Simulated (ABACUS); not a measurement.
**KTaO3: band-structure run (part 2 of 2)**

Continued. System: KTaO3 (Pm-3m, 5 atoms in the cell). Method: Kohn-Sham DFT of a periodic cell, LDA, PseudoDojo NC SR 0.4.1 LDA stringent, no spin polarisation (ABACUS 3.10.1); cutoff 1795.95 eV, 6×6×6 k-mesh, fermi-dirac of 0.05 eV. The structure derives from an entry of the Crystallography Open Database.

Geometry of the input (Å; fractional positions):
```
3.9883  0.0000  0.0000
0.0000  3.9883  0.0000
0.0000  0.0000  3.9883
Ta 0.0000  0.0000  0.0000
K  0.5000  0.5000  0.5000
O  0.0000  0.0000  0.5000
O  0.0000  0.5000  0.0000
O  0.5000  0.0000  0.0000
```

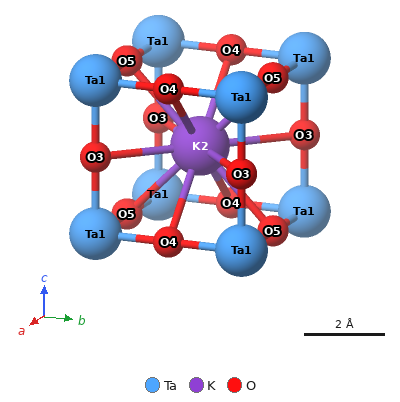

Fig. 1: The structure (ball-and-stick view of the cell of the calculation, seen slightly off an axis; atoms are numbered from 1 in the order of the input). An atom can appear more than once, as a periodic image.

### The program's output, continued
```
 PW ALGORITHM --------------- ION=   1  ELEC=   5--------------------------------

 Density error is 0.000520385725467
                          Error Threshold = 1.73709276572e-05
----------------------------------------------------------
     Energy           Rydberg                 eV
----------------------------------------------------------
 E_KohnSham     -808.0727196352      -10994.3933853957
 E_Harris       -807.6340560688      -10988.4250613878
 E_Fermi        0.7971172800         10.8453369818
----------------------------------------------------------

 PW ALGORITHM --------------- ION=   1  ELEC=   6--------------------------------

 Density error is 1.93254664854e-05
                          Error Threshold = 9.63677269383e-07
----------------------------------------------------------
     Energy           Rydberg                 eV
----------------------------------------------------------
 E_KohnSham     -808.0728618281      -10994.3953200292
 E_Harris       -808.1736984415      -10995.7672725387
 E_Fermi        0.8009506201         10.8974922497
----------------------------------------------------------

 PW ALGORITHM --------------- ION=   1  ELEC=   7--------------------------------

 Density error is 8.52417435925e-06
                          Error Threshold = 3.57879008989e-08
----------------------------------------------------------
     Energy           Rydberg                 eV
----------------------------------------------------------
 E_KohnSham     -808.0728591908      -10994.3952841464
 E_Harris       -808.1352641511      -10995.2443471899
 E_Fermi        0.8008301500         10.8958531697
----------------------------------------------------------

 PW ALGORITHM --------------- ION=   1  ELEC=   8--------------------------------

 Density error is 1.4730630431e-06
                          Error Threshold = 1.57855080727e-08
----------------------------------------------------------
     Energy           Rydberg                 eV
----------------------------------------------------------
 E_KohnSham     -808.0728606465      -10994.3953039528
 E_Harris       -808.0755264906      -10994.4315746223
 E_Fermi        0.8006787149         10.8937927896
----------------------------------------------------------

 PW ALGORITHM --------------- ION=   1  ELEC=   9--------------------------------

 Density error is 3.52337344727e-08
                          Error Threshold = 2.72789452425e-09
----------------------------------------------------------
     Energy           Rydberg                 eV
----------------------------------------------------------
 E_KohnSham     -808.0728608320      -10994.3953064762
 E_Harris       -808.0721748725      -10994.3859735191
 E_Fermi        0.8006940527         10.8940014717
----------------------------------------------------------

 PW ALGORITHM --------------- ION=   1  ELEC=  10--------------------------------

 Density error is 3.13131635875e-09
                          Error Threshold = 6.52476564308e-11
----------------------------------------------------------
     Energy           Rydberg                 eV
----------------------------------------------------------
 E_KohnSham     -808.0728608386      -10994.3953065660
 E_KS(sigma->0) -808.0728608386      -10994.3953065659
 E_Harris       -808.0716787535      -10994.3792234736
 E_band         -24.7879169219       -337.2569116881
 E_one_elec     -517.9336703035      -7046.8491021806
 E_Hartree      302.5932952948       4116.9929926064
 E_xc           -141.3220482079      -1922.7851086583
 E_Ewald        -451.4104376220      -6141.7540883333
 E_entropy(-TS) -0.0000000000        -0.0000000002
 E_descf        0.0000000000         0.0000000000
 E_exx          0.0000000000         0.0000000000
 E_Fermi        0.8006976536         10.8940504646
----------------------------------------------------------

 charge density convergence is achieved
 final etot is -10994.395307 eV
 EFERMI = 10.894050465 eV
The vacuum level is 11.878248672 eV

 STATE ENERGY(eV) AND OCCUPATIONS    NSPIN == 1
 1/20 kpoint (Cartesian) = 0.0000 0.0000 0.0000 (2753 pws)
       1       -57.5927     0.00925926
       2       -24.1353     0.00925926
       3       -24.1353     0.00925926
       4       -24.1353     0.00925926
       5       -17.0811     0.00925926
       6       -9.36493     0.00925926
       7       -9.32182     0.00925926
       8       -9.32182     0.00925926
       9       -9.32182     0.00925926
      10       -9.30640     0.00925926
      11       -9.30640     0.00925926
      12       -9.30640     0.00925926
      13       -7.39971     0.00925926
      14       -6.65899     0.00925926
      15       -6.65899     0.00925926
      16      -0.841949     0.00925926
      17      -0.841949     0.00925926
      18      -0.841949     0.00925926
      19        7.38531     0.00925926
      20        7.38531     0.00925926
      21        7.38531     0.00925926
      22        8.74489     0.00925926
      23        8.74489     0.00925926
      24        8.74489     0.00925926
      25        9.19385     0.00925926
      26        9.19385     0.00925926
      27        9.19385     0.00925926
      28        11.8905    2.04705e-11
      29        11.8905    2.04705e-11
      30        11.8905    2.04705e-11
      31        16.2007    7.46769e-49
      32        16.6446    1.04299e-52
      33        16.6446    1.04299e-52
      34        17.6117    4.15168e-61
      35        17.6117    4.15168e-61
      36        20.9041        0.00000
      37        20.9041        0.00000
      38        20.9041        0.00000
      39        23.5777        0.00000

 2/20 kpoint (Cartesian) = 0.041789 0.0000 0.0000 (2739 pws)
       1       -57.5925      0.0555556
       2       -24.1577      0.0555556
       3       -24.1344      0.0555556
       4       -24.1344      0.0555556
       5       -17.0734      0.0555556
       6       -9.36498      0.0555556
       7       -9.32405      0.0555556
       8       -9.32190      0.0555556
       9       -9.32127      0.0555556
      10       -9.32127      0.0555556
      11       -9.30602      0.0555556
      12       -9.30602      0.0555556
      13       -7.32636      0.0555556
      14       -6.65260      0.0555556
      15       -6.48668      0.0555556
      16      -0.831675      0.0555556
      17      -0.831675      0.0555556
      18      -0.801454      0.0555556
      19        6.71192      0.0555556
      20        7.35053      0.0555556
      21        7.35053      0.0555556
      22        8.33493      0.0555556
      23        8.33493      0.0555556
      24        8.51604      0.0555556
      25        8.61568      0.0555556
      26        9.07884      0.0555556
      27        9.07884      0.0555556
      28        11.9304    5.53373e-11
      29        12.7030    1.07637e-17
      30        12.7030    1.07637e-17
      31        16.6556    5.02249e-52
      32        16.6597    4.62178e-52
      33        17.6145    2.35098e-60
      34        17.9585    2.41686e-63
      35        18.0849    1.93123e-64
      36        20.6917    4.40222e-87
      37        20.9690        0.00000
      38        20.9690        0.00000
      39        23.5569        0.00000

 3/20 kpoint (Cartesian) = 0.083578 0.0000 0.0000 (2738 pws)
       1       -57.5923      0.0555556
       2       -24.2020      0.0555556
       3       -24.1325      0.0555556
       4       -24.1325      0.0555556
       5       -17.0580      0.0555556
       6       -9.36510      0.0555556
       7       -9.35160      0.0555556
       8       -9.32207      0.0555556
       9       -9.32023      0.0555556
      10       -9.32023      0.0555556
      11       -9.30520      0.0555556
      12       -9.30520      0.0555556
      13       -7.29114      0.0555556
      14       -6.63977      0.0555556
      15       -5.97470      0.0555556
      16      -0.811038      0.0555556
      17      -0.811038      0.0555556
      18      -0.719417      0.0555556
      19        5.14435      0.0555556
      20        7.27533      0.0555556
      21        7.27533      0.0555556
      22        7.71223      0.0555556
      23        7.71223      0.0555556
      24        7.85881      0.0555556
      25        8.37472      0.0555556
      26        8.99440      0.0555556
      27        8.99440      0.0555556
      28        12.0129    1.06268e-11
      29        14.0925    9.19255e-30
      30        14.0925    9.19255e-30
      31        16.6792    3.13092e-52
      32        17.5920    3.68995e-60
      33        18.5062    4.22750e-68
      34        18.6970    9.30802e-70
      35        19.6886    2.26945e-78
      36        20.2921    1.30028e-83
      37        20.9793        0.00000
      38        20.9793        0.00000
      39        23.3472        0.00000

 4/20 kpoint (Cartesian) = 0.12537 0.0000 0.0000 (2712 pws)
       1       -57.5921      0.0277778
       2       -24.2239      0.0277778
       3       -24.1316      0.0277778
       4       -24.1316      0.0277778
       5       -17.0504      0.0277778
       6       -9.36515      0.0277778
       7       -9.36258      0.0277778
       8       -9.32216      0.0277778
       9       -9.31975      0.0277778
      10       -9.31975      0.0277778
      11       -9.30474      0.0277778
      12       -9.30474      0.0277778
      13       -7.29998      0.0277778
      14       -6.63332      0.0277778
      15       -5.65224      0.0277778
      16      -0.800676      0.0277778
      17      -0.800676      0.0277778
      18      -0.677813      0.0277778
      19        4.35311      0.0277778
      20        7.23134      0.0277778
      21        7.23134      0.0277778
      22        7.47334      0.0277778
      23        7.47334      0.0277778
      24        7.64190      0.0277778
      25        8.26170      0.0277778
      26        8.96391      0.0277778
      27        8.96391      0.0277778
      28        12.0557    2.25975e-12
      29        14.7833    4.59175e-36
      30        14.7833    4.59175e-36
      31        16.6867    1.34820e-52
      32        18.2434    4.05783e-66
      33        18.6686    8.22665e-70
      34        19.0940    1.66030e-73
      35        20.1027    2.87550e-82
      36        20.8915    4.04368e-89
      37        20.8915    4.04368e-89
      38        20.9623        0.00000
      39        22.5268        0.00000

 5/20 kpoint (Cartesian) = 0.041789 0.041789 0.0000 (2731 pws)
       1       -57.5924       0.111111
       2       -24.1570       0.111111
       3       -24.1564       0.111111
       4       -24.1335       0.111111
       5       -17.0667       0.111111
       6       -9.36505       0.111111
       7       -9.32502       0.111111
       8       -9.32260       0.111111
       9       -9.32131       0.111111
      10       -9.32120       0.111111
      11       -9.32068       0.111111
      12       -9.30568       0.111111
      13       -7.22168       0.111111
      14       -6.54067       0.111111
      15       -6.44417       0.111111
      16      -0.845430       0.111111
      17      -0.819450       0.111111
      18      -0.762446       0.111111
      19        6.60549       0.111111
      20        6.76681       0.111111
      21        7.30864       0.111111
      22        7.56718       0.111111
      23        8.09314       0.111111
      24        8.46680       0.111111
      25        8.64652       0.111111
      26        8.81488       0.111111
      27        8.92564       0.111111
      28        12.6615    4.94644e-17
      29        12.8028    2.92985e-18
      30        13.2163    7.49899e-22
      31        16.8859    1.00359e-53
      32        17.4321    1.80734e-58
      33        18.0783    4.40266e-64
      34        18.2908    6.28014e-66
      35        18.4795    1.44386e-67
      36        20.6020    5.29185e-86
      37        20.9826        0.00000
      38        21.0588        0.00000
      39        23.6741        0.00000

 6/20 kpoint (Cartesian) = 0.083578 0.041789 0.0000 (2742 pws)
       1       -57.5921       0.222222
       2       -24.2009       0.222222
       3       -24.1547       0.222222
       4       -24.1317       0.222222
       5       -17.0532       0.222222
       6       -9.36518       0.222222
       7       -9.35140       0.222222
       8       -9.32349       0.222222
       9       -9.32150       0.222222
      10       -9.31977       0.222222
      11       -9.31960       0.222222
      12       -9.30492       0.222222
      13       -7.14691       0.222222
      14       -6.49898       0.222222
      15       -5.98741       0.222222
      16      -0.829325       0.222222
      17      -0.794816       0.222222
      18      -0.726639       0.222222
      19        5.13998       0.222222
      20        6.50299       0.222222
      21        6.90281       0.222222
      22        7.21484       0.222222
      23        7.58184       0.222222
      24        8.15151       0.222222
      25        8.56619       0.222222
      26        8.64543       0.222222
      27        8.91971       0.222222
      28        12.7923    7.22392e-18
      29        14.1132    2.42835e-29
      30        14.3588    1.78724e-31
      31        17.1525    9.69955e-56
      32        18.2177    5.42879e-65
      33        18.9106    5.19390e-71
      34        18.9901    1.06055e-71
      35        19.9608    3.92838e-80
      36        20.4314    3.21203e-84
      37        20.9057        0.00000
      38        21.1032        0.00000
      39        23.4442        0.00000

[... levels at 14 further k points ...]

------------------------------------------------------------------------------------------
 TOTAL-FORCE (eV/Angstrom)
------------------------------------------------------------------------------------------
                       Ta1         0.0000000000         0.0000000000         0.0000000000
                        K1         0.0000000000         0.0000000000         0.0000000000
                        O1         0.0000000000         0.0000000000         0.0000000000
                        O2         0.0000000000         0.0000000000         0.0000000000
                        O3         0.0000000000         0.0000000000         0.0000000000
------------------------------------------------------------------------------------------

----------------------------------------------------------------
 TOTAL-STRESS (KBAR)
----------------------------------------------------------------
       -59.9458133127         0.0000000000         0.0000000000
        -0.0000000000       -59.9458133127         0.0000000000
        -0.0000000000        -0.0000000000       -59.9458133127
----------------------------------------------------------------
 TOTAL-PRESSURE: -59.945813 KBAR

 --------------------------------------------
 !FINAL_ETOT_IS -10994.3953065660425636 eV
 --------------------------------------------
```

### Standard output
```
ABACUS v3.10.1

               Atomic-orbital Based Ab-initio Computation at UStc

 dft_functional readin is: pz
 dft_functional in pseudopot file is: SLAPWNOGXNOGC
 Please make sure this is what you need
 dft_functional readin is: pz
 dft_functional in pseudopot file is: SLAPWNOGXNOGC
 Please make sure this is what you need
 dft_functional readin is: pz
 dft_functional in pseudopot file is: SLA PW NOGXNOGC
 Please make sure this is what you need

%%%%%%%%%%%%%%%%%%%%%%%%%%%%%%%%%%%%%%%%%%%%%%%%%%%%%%%%%%%%%%%%%%%%%%%%%%%%%%%%%%%%%%%%%%%%%%%%%%%%%%%%%
 Warning: the number of valence electrons in pseudopotential > 5 for Ta: [Xe] 4f14 5d3 6s2
 Warning: the number of valence electrons in pseudopotential > 1 for K: [Ar] 4s1
 Pseudopotentials with additional electrons can yield (more) accurate outcomes, but may be less efficient.
 If you're confident that your chosen pseudopotential is appropriate, you can safely ignore this warning.
%%%%%%%%%%%%%%%%%%%%%%%%%%%%%%%%%%%%%%%%%%%%%%%%%%%%%%%%%%%%%%%%%%%%%%%%%%%%%%%%%%%%%%%%%%%%%%%%%%%%%%%%%

 UNIFORM GRID DIM        : 60 * 60 * 60
 UNIFORM GRID DIM(BIG)   : 60 * 60 * 60
 ---------------------------------------------------------
 Self-consistent calculations for electrons
 ---------------------------------------------------------
 SPIN    KPOINTS         PROCESSORS  THREADS
 1       20              4           4
 ---------------------------------------------------------
 Use plane wave basis
 ---------------------------------------------------------
 ELEMENT NATOM       XC
 Ta      1
 K       1
 O       3
 ---------------------------------------------------------
 Initial plane wave basis and FFT box
 ---------------------------------------------------------
 -------------------------------------------
 SELF-CONSISTENT :
 -------------------------------------------
 START CHARGE      : atomic
 ITER       ETOT/eV          EDIFF/eV         DRHO     TIME/s
 DA1     -1.09837134e+04   0.00000000e+00   1.7033e+00   3.69
 DA2     -1.09852786e+04  -1.56514384e+00   3.1970e+00   3.08
 DA3     -1.09943487e+04  -9.07018332e+00   7.0149e-02   2.46
 DA4     -1.09943654e+04  -1.66695158e-02   9.3803e-03   3.01
 DA5     -1.09943934e+04  -2.79810578e-02   5.2039e-04   3.62
 DA6     -1.09943953e+04  -1.93463347e-03   1.9325e-05   3.44
 DA7     -1.09943953e+04   3.58828037e-05   8.5242e-06   2.42
 DA8     -1.09943953e+04  -1.98063720e-05   1.4731e-06   2.68
 DA9     -1.09943953e+04  -2.52343895e-06   3.5234e-08   2.52
 DA10    -1.09943953e+04  -8.98173841e-08   3.1313e-09   3.13
----------------------------------------------------------------
 TOTAL-STRESS (KBAR)
----------------------------------------------------------------
       -59.9458133127         0.0000000000         0.0000000000
        -0.0000000000       -59.9458133127         0.0000000000
        -0.0000000000        -0.0000000000       -59.9458133127
----------------------------------------------------------------
 TOTAL-PRESSURE: -59.945813 KBAR
```

### Summary

| quantity | value |
| --- | --- |
| outcome | converged |
| space group (tolerance 0.01 Å) | Pm-3m (221) |
| electrons treated | 54 |
| free energy | −10994.3953 eV |
| Fermi energy | 10.894 eV |
| gap on the k-point mesh | 2.08 eV |
| pressure | −5.99 GPa |
| largest force (length of the vector) | under 0.001 eV/Å |
| hardware | 4 threads of Intel Xeon (Granite Rapids), 128 GiB of memory available, shared host |
| wall time | 34 s (CPU time 2.2 min) |
| peak memory | 0.56 GiB |

### Remarks

Spin–orbit coupling is left out, which matters for Ta. The cell is under a tension of 6.0 GPa at this level, so it is not at its equilibrium volume.
